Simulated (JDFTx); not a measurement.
# Tune calculation, with input and output: MnS

System: MnS (2 atoms in the cell).
Method: Kohn-Sham DFT of a periodic cell, PBE, PseudoDojo-SR-PBE-0.5-standard, spin-polarised (JDFTx 1.7.0 (patched build)).

The structure derives from a Materials Project entry.

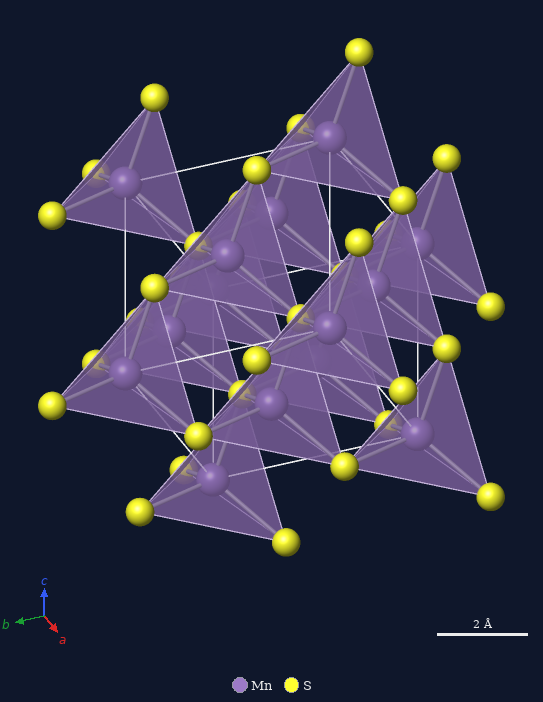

Fig. 1: The input geometry (polyhedral view of the cell 4 times as large as that of the calculation, set on its symmetry axes, seen at an oblique angle; polyhedra are completed across the faces of the cell). An atom can appear more than once, as a periodic image.

### Results in brief

- outcome: converged
- space group (tolerance 0.01 Å): F-43m (216)
- electrons treated: 21
- free energy: −3106.9160 eV
- Fermi energy: 11.790 eV
- gap on the k-point mesh: none (metallic)
- net moment of the cell: 0.27 μB
- integrated absolute moment: 0.30 μB
- pressure: 2.85 GPa
- largest force (length of the vector): under 0.001 eV/Å
- hardware: 4 threads of Arm Neoverse N1, 90 GiB of memory available, host not shared
- wall time: 7.2 min (CPU time 23 min)
- peak memory: 0.25 GiB

### The input
```
lattice \
    0.0000000000     4.6741684414     4.6741684414 \
    4.6741684414     0.0000000000     4.6741684414 \
    4.6741684414     4.6741684414     0.0000000000
coords-type Lattice
ion Mn     0.0000000000     0.0000000000     0.0000000000 1
ion S      0.7500000000     0.7500000000     0.7500000000 1

ion-species pseudo/Mn.upf
ion-species pseudo/S.upf
elec-cutoff 48 384
elec-ex-corr gga-PBE
kpoint-folding 9 9 9
elec-smearing Fermi 0.0018374661
elec-n-bands 19
spintype z-spin
initial-magnetic-moments Mn 4
elec-initial-magnetization 4 no
electronic-SCF nIterations 100 energyDiffThreshold 1e-09 qKerker 1.5
electronic-minimize nIterations 30 energyDiffThreshold 1e-7
forces-output-coords Cartesian

dump-name run.$VAR
dump End Ecomponents EigStats BandEigs Kpoints Forces Stress
```

Run as:
```bash
jdftx -c 4 -i MnS.in -o MnS.out
```

### Log
```
*************** JDFTx 1.7.0 (patched build) ***************

Input parsed successfully to the following command list (including defaults):
[... the input with its defaults ...]

---------- Setting up symmetries ----------

Found 48 point-group symmetries of the bravais lattice
Found 24 space-group symmetries with basis
Applied RMS atom displacement 0 bohrs to make symmetries exact.

---------- Initializing the Grid ----------
R =
[            0      4.67417      4.67417  ]
[      4.67417            0      4.67417  ]
[      4.67417      4.67417            0  ]
unit cell volume = 204.241
G =
[  -0.672118   0.672118   0.672118  ]
[   0.672118  -0.672118   0.672118  ]
[   0.672118   0.672118  -0.672118  ]
Minimum fftbox size, Smin = [  60  60  60  ]
Chosen fftbox size, S = [  60  60  60  ]

---------- Initializing tighter grid for wavefunction operations ----------
R =
[            0      4.67417      4.67417  ]
[      4.67417            0      4.67417  ]
[      4.67417      4.67417            0  ]
unit cell volume = 204.241
G =
[  -0.672118   0.672118   0.672118  ]
[   0.672118  -0.672118   0.672118  ]
[   0.672118   0.672118  -0.672118  ]
Minimum fftbox size, Smin = [  44  44  44  ]
Chosen fftbox size, S = [  48  48  48  ]

---------- Exchange Correlation functional ----------
Initalized PBE GGA exchange.
Initalized PBE GGA correlation.

---------- Setting up pseudopotentials ----------
Width of ionic core gaussian charges (only for fluid interactions / plotting) set to 0

Reading pseudopotential file 'pseudo/Mn.upf':
  'Mn' pseudopotential, 'PBE' functional
  Generated using ONCVPSP code by D. R. Hamann
  15 valence electrons, 4 orbitals, 6 projectors, 1001 radial grid points, with lMax = 2
    3S    l: 0   occupation:  2.0   eigenvalue: -3.156011
    3P    l: 1   occupation:  6.0   eigenvalue: -2.006265
    3D    l: 2   occupation:  5.0   eigenvalue: -0.248833
    4S    l: 0   occupation:  2.0   eigenvalue: -0.187687
  Core radius for overlap checks: 1.55 bohrs.

Reading pseudopotential file 'pseudo/S.upf':
  'S' pseudopotential, 'PBE' functional
  Generated using ONCVPSP code by D. R. Hamann
  6 valence electrons, 2 orbitals, 6 projectors, 1001 radial grid points, with lMax = 2
    3S    l: 0   occupation:  2.0   eigenvalue: -0.634163
    3P    l: 1   occupation:  4.0   eigenvalue: -0.257567
  Core radius for overlap checks: 1.43 bohrs.

Initialized 2 species with 2 total atoms.

Folded 1 k-points by 9x9x9 to 729 k-points.

---------- Setting up k-points, bands, fillings ----------
Adding inversion symmetry to k-mesh for non-inversion-symmetric unit cell.
Reduced to 35 k-points under symmetry.
Computing the number of bands and number of electrons
Calculating initial fillings.
nElectrons:  21.000000   nBands: 19   nStates: 70

----- Setting up reduced wavefunction bases (one per k-point) -----
average nbasis = 3245.112 , ideal nbasis = 3244.135

---------- Setting up ewald sum ----------
Optimum gaussian width for ewald sums = 2.122926 bohr.
Real space sum over 1331 unit cells with max indices [  5  5  5  ]
Reciprocal space sum over 2197 terms with max indices [  6  6  6  ]

---------- Allocating electronic variables ----------
Initializing wave functions:  linear combination of atomic orbitals
Note: number of bands (19) exceeds available atomic orbitals (14)
Mn (M=4) pseudo-atom majority spin occupations:   s ( 1 0.5 )  p ( 3 )  d ( 5 )
Mn (M=4) pseudo-atom minority spin occupations:   s ( 1 0 )  p ( 3 )  d ( 1.5 )
S pseudo-atom occupations:   s ( 2 )  p ( 4 )
	FillingsUpdate:  mu: +1.155874496  nElectrons: 21.000000  magneticMoment: [ Abs: 0.28943  Tot: +0.28943 ]
LCAOMinimize: Iter:   0  F: -107.2902105402956465  |grad|_K:  1.566e-02  alpha:  1.000e+00
	FillingsUpdate:  mu: +1.043356128  nElectrons: 21.000000  magneticMoment: [ Abs: 0.31119  Tot: +0.31119 ]
LCAOMinimize: Iter:   1  F: -108.8203247939357254  |grad|_K:  2.359e-02  alpha:  1.584e-01  linmin: -2.000e-01  cgtest:  5.084e-01
	FillingsUpdate:  mu: +0.357391542  nElectrons: 21.000000  magneticMoment: [ Abs: 2.54022  Tot: +2.53248 ]
[... 30 lines of inner loops ...]
LCAOMinimize: Iter:  14  F: -114.0760470357175507  |grad|_K:  5.984e-06  alpha:  6.951e-01  linmin: -5.058e-05  cgtest: -1.232e-02
	FillingsUpdate:  mu: +0.493926173  nElectrons: 21.000000  magneticMoment: [ Abs: 3.50534  Tot: +3.50501 ]
LCAOMinimize: Iter:  15  F: -114.0760472587134444  |grad|_K:  2.086e-06  alpha:  4.929e-01  linmin:  2.824e-06  cgtest:  6.420e-03
LCAOMinimize: Converged (|Delta F|<1.000000e-06 for 2 iters).

-------- Electronic minimization -----------
Will mix electronic density at each iteration.
	FillingsUpdate:  mu: +0.493926173  nElectrons: 21.000000  magneticMoment: [ Abs: 3.50534  Tot: +3.50501 ]
	FillingsUpdate:  mu: +0.475599031  nElectrons: 21.000000  magneticMoment: [ Abs: 3.50534  Tot: +3.50501 ]
SCF: Cycle:  0   F: -114.144480154987420   dF: -6.843e-02   |Residual|: 2.149e-01   |deigs|: 1.932e-01
	FillingsUpdate:  mu: +0.449028799  nElectrons: 21.000000  magneticMoment: [ Abs: 3.34617  Tot: +3.25883 ]
SCF: Cycle:  1   F: -114.167849924101404   dF: -2.337e-02   |Residual|: 8.548e-02   |deigs|: 3.011e-02
	FillingsUpdate:  mu: +0.448301814  nElectrons: 21.000000  magneticMoment: [ Abs: 3.13445  Tot: +3.00054 ]
SCF: Cycle:  2   F: -114.169749691648292   dF: -1.900e-03   |Residual|: 5.919e-02   |deigs|: 4.666e-03
	FillingsUpdate:  mu: +0.447270123  nElectrons: 21.000000  magneticMoment: [ Abs: 2.72887  Tot: +2.58274 ]
SCF: Cycle:  3   F: -114.171382683025001   dF: -1.633e-03   |Residual|: 4.407e-02   |deigs|: 4.910e-03
	FillingsUpdate:  mu: +0.446925126  nElectrons: 21.000000  magneticMoment: [ Abs: 2.55658  Tot: +2.39647 ]
SCF: Cycle:  4   F: -114.171816605388926   dF: -4.339e-04   |Residual|: 3.730e-02   |deigs|: 2.368e-03
	FillingsUpdate:  mu: +0.445802644  nElectrons: 21.000000  magneticMoment: [ Abs: 2.23221  Tot: +2.06215 ]
SCF: Cycle:  5   F: -114.172688917071625   dF: -8.723e-04   |Residual|: 3.475e-02   |deigs|: 3.904e-03
	FillingsUpdate:  mu: +0.442958035  nElectrons: 21.000000  magneticMoment: [ Abs: 1.70513  Tot: +1.51713 ]
SCF: Cycle:  6   F: -114.174093338365608   dF: -1.404e-03   |Residual|: 3.804e-02   |deigs|: 6.225e-03
	FillingsUpdate:  mu: +0.453597747  nElectrons: 21.000000  magneticMoment: [ Abs: 3.58171  Tot: +3.44216 ]
SCF: Cycle:  7   F: -114.167886929730599   dF: +6.206e-03   |Residual|: 1.090e-01   |deigs|: 2.220e-02
	FillingsUpdate:  mu: +0.443739801  nElectrons: 21.000000  magneticMoment: [ Abs: 1.77302  Tot: +1.59027 ]
SCF: Cycle:  8   F: -114.173831138055959   dF: -5.944e-03   |Residual|: 3.873e-02   |deigs|: 2.125e-02
	FillingsUpdate:  mu: +0.440978605  nElectrons: 21.000000  magneticMoment: [ Abs: 1.19236  Tot: +0.97748 ]
SCF: Cycle:  9   F: -114.175582706130541   dF: -1.752e-03   |Residual|: 5.256e-02   |deigs|: 6.681e-03
	FillingsUpdate:  mu: +0.438353882  nElectrons: 21.000000  magneticMoment: [ Abs: 0.86055  Tot: +0.62690 ]
SCF: Cycle: 10   F: -114.176340786019196   dF: -7.581e-04   |Residual|: 4.317e-02   |deigs|: 3.868e-03
	FillingsUpdate:  mu: +0.438633543  nElectrons: 21.000000  magneticMoment: [ Abs: 0.91060  Tot: +0.70650 ]
SCF: Cycle: 11   F: -114.176302272742930   dF: +3.851e-05   |Residual|: 4.357e-02   |deigs|: 7.587e-04
	FillingsUpdate:  mu: +0.438926349  nElectrons: 21.000000  magneticMoment: [ Abs: 0.95378  Tot: +0.75857 ]
SCF: Cycle: 12   F: -114.176216737965447   dF: +8.553e-05   |Residual|: 4.440e-02   |deigs|: 5.381e-04
	FillingsUpdate:  mu: +0.438752662  nElectrons: 21.000000  magneticMoment: [ Abs: 0.92243  Tot: +0.73189 ]
SCF: Cycle: 13   F: -114.176281698112632   dF: -6.496e-05   |Residual|: 4.367e-02   |deigs|: 3.260e-04
	FillingsUpdate:  mu: +0.439066446  nElectrons: 21.000000  magneticMoment: [ Abs: 1.03672  Tot: +0.92969 ]
SCF: Cycle: 14   F: -114.176047666222289   dF: +2.340e-04   |Residual|: 4.584e-02   |deigs|: 1.930e-03
	FillingsUpdate:  mu: +0.437812083  nElectrons: 21.000000  magneticMoment: [ Abs: 0.84811  Tot: +0.77157 ]
SCF: Cycle: 15   F: -114.176492188603262   dF: -4.445e-04   |Residual|: 4.102e-02   |deigs|: 1.981e-03
	FillingsUpdate:  mu: +0.433125882  nElectrons: 21.000000  magneticMoment: [ Abs: 0.38282  Tot: +0.36650 ]
SCF: Cycle: 16   F: -114.176839695036662   dF: -3.475e-04   |Residual|: 2.048e-02   |deigs|: 5.385e-03
	FillingsUpdate:  mu: +0.432822158  nElectrons: 21.000000  magneticMoment: [ Abs: 0.36315  Tot: +0.33995 ]
SCF: Cycle: 17   F: -114.176824714862278   dF: +1.498e-05   |Residual|: 2.041e-02   |deigs|: 3.315e-04
	FillingsUpdate:  mu: +0.435741204  nElectrons: 21.000000  magneticMoment: [ Abs: 0.58029  Tot: +0.54500 ]
SCF: Cycle: 18   F: -114.176859444474388   dF: -3.473e-05   |Residual|: 2.829e-02   |deigs|: 2.979e-03
	FillingsUpdate:  mu: +0.431446105  nElectrons: 21.000000  magneticMoment: [ Abs: 0.21216  Tot: -0.07423 ]
SCF: Cycle: 19   F: -114.176791811258298   dF: +6.763e-05   |Residual|: 3.180e-02   |deigs|: 7.269e-03
	FillingsUpdate:  mu: +0.431219413  nElectrons: 21.000000  magneticMoment: [ Abs: 0.25716  Tot: -0.11565 ]
SCF: Cycle: 20   F: -114.176685887493392   dF: +1.059e-04   |Residual|: 3.775e-02   |deigs|: 6.160e-04
	FillingsUpdate:  mu: +0.431922492  nElectrons: 21.000000  magneticMoment: [ Abs: 0.16065  Tot: +0.09657 ]
SCF: Cycle: 21   F: -114.176977304833571   dF: -2.914e-04   |Residual|: 1.628e-02   |deigs|: 2.624e-03
	FillingsUpdate:  mu: +0.433101488  nElectrons: 21.000000  magneticMoment: [ Abs: 0.27976  Tot: +0.25932 ]
SCF: Cycle: 22   F: -114.177053952001259   dF: -7.665e-05   |Residual|: 1.405e-03   |deigs|: 1.892e-03
	FillingsUpdate:  mu: +0.433279310  nElectrons: 21.000000  magneticMoment: [ Abs: 0.29529  Tot: +0.27301 ]
SCF: Cycle: 23   F: -114.177055545402396   dF: -1.593e-06   |Residual|: 2.026e-03   |deigs|: 1.865e-04
	FillingsUpdate:  mu: +0.433361041  nElectrons: 21.000000  magneticMoment: [ Abs: 0.30161  Tot: +0.27714 ]
SCF: Cycle: 24   F: -114.177055866685848   dF: -3.213e-07   |Residual|: 1.805e-03   |deigs|: 7.591e-05
	FillingsUpdate:  mu: +0.433193431  nElectrons: 21.000000  magneticMoment: [ Abs: 0.28660  Tot: +0.26329 ]
SCF: Cycle: 25   F: -114.177056441287107   dF: -5.746e-07   |Residual|: 8.486e-04   |deigs|: 1.841e-04
	FillingsUpdate:  mu: +0.433198095  nElectrons: 21.000000  magneticMoment: [ Abs: 0.28802  Tot: +0.26459 ]
SCF: Cycle: 26   F: -114.177056522549933   dF: -8.126e-08   |Residual|: 7.474e-04   |deigs|: 1.815e-05
	FillingsUpdate:  mu: +0.433221345  nElectrons: 21.000000  magneticMoment: [ Abs: 0.29105  Tot: +0.26714 ]
SCF: Cycle: 27   F: -114.177056621861141   dF: -9.931e-08   |Residual|: 4.610e-04   |deigs|: 3.451e-05
	FillingsUpdate:  mu: +0.433249651  nElectrons: 21.000000  magneticMoment: [ Abs: 0.29518  Tot: +0.27084 ]
SCF: Cycle: 28   F: -114.177056686327319   dF: -6.447e-08   |Residual|: 1.163e-04   |deigs|: 4.699e-05
	FillingsUpdate:  mu: +0.433253420  nElectrons: 21.000000  magneticMoment: [ Abs: 0.29586  Tot: +0.27167 ]
SCF: Cycle: 29   F: -114.177056693074675   dF: -6.747e-09   |Residual|: 6.591e-05   |deigs|: 8.334e-06
	FillingsUpdate:  mu: +0.433257405  nElectrons: 21.000000  magneticMoment: [ Abs: 0.29613  Tot: +0.27199 ]
SCF: Cycle: 30   F: -114.177056695307328   dF: -2.233e-09   |Residual|: 4.966e-05   |deigs|: 4.066e-06
	FillingsUpdate:  mu: +0.433262167  nElectrons: 21.000000  magneticMoment: [ Abs: 0.29641  Tot: +0.27219 ]
SCF: Cycle: 31   F: -114.177056696526535   dF: -1.219e-09   |Residual|: 1.667e-05   |deigs|: 3.675e-06
	FillingsUpdate:  mu: +0.433263937  nElectrons: 21.000000  magneticMoment: [ Abs: 0.29662  Tot: +0.27238 ]
SCF: Cycle: 32   F: -114.177056696882758   dF: -3.562e-10   |Residual|: 5.342e-06   |deigs|: 2.312e-06
	FillingsUpdate:  mu: +0.433264144  nElectrons: 21.000000  magneticMoment: [ Abs: 0.29659  Tot: +0.27235 ]
SCF: Cycle: 33   F: -114.177056697004247   dF: -1.215e-10   |Residual|: 4.570e-06   |deigs|: 7.255e-07
SCF: Converged (|Delta E|<1.000000e-09 for 2 iters).

Setting wave functions to eigenvectors of Hamiltonian

# Stress tensor in Cartesian coordinates [Eh/a0^3]:
[ -9.69726e-05            0            0  ]
[            0 -9.69726e-05            0  ]
[            0            0 -9.69726e-05  ]

# Ionic positions in lattice coordinates:
ion Mn   0.000000000000000   0.000000000000000   0.000000000000000 1
ion S   0.750000000000000   0.750000000000000   0.750000000000000 1

# Forces in Cartesian coordinates:
force Mn  -0.000000000000000   0.000000000000000  -0.000000000000000 1
force S  -0.000000000000000  -0.000000000000000   0.000000000000000 1

# Energy components:
   Eewald =      -71.7238527430503865
       EH =       36.4468386428212341
     Eloc =     -109.7844939539242404
      Enl =       -5.6652133220390661
      Exc =      -21.4770473768804919
 Exc_core =        5.7625319437118252
       KE =       52.2648898189759024
-------------------------------------
     Etot =     -114.1763469903852268
       TS =        0.0007097066190226
-------------------------------------
        F =     -114.1770566970042466

IonicMinimize: Iter:   0  F: -114.177056697004247  |grad|_K:  2.064e-35
IonicMinimize: Converged (|grad|_K<1.000000e-04).

#--- Lowdin population analysis ---
# oxidation-state Mn +0.379
# magnetic-moments Mn +0.278
# oxidation-state S -0.098
# magnetic-moments S -0.009

Dumping 'run.eigStats' ...
	eMin: -2.472466 at state 0 ( [ +0.000000 +0.000000 +0.000000 ] spin 1 )
	HOMO: +0.432013 at state 68 ( [ +0.111111 +0.444444 -0.333333 ] spin -1 )
	mu  : +0.433264
	LUMO: +0.433335 at state 57 ( [ +0.000000 +0.333333 -0.333333 ] spin -1 )
	eMax: +1.012724 at state 69 ( [ +0.222222 +0.444444 -0.333333 ] spin -1 )
	HOMO-LUMO gap: +0.001323
	Optical gap  : +0.003827 at state 55 ( [ +0.000000 +0.333333 +0.444444 ] spin -1 )
Done!
```
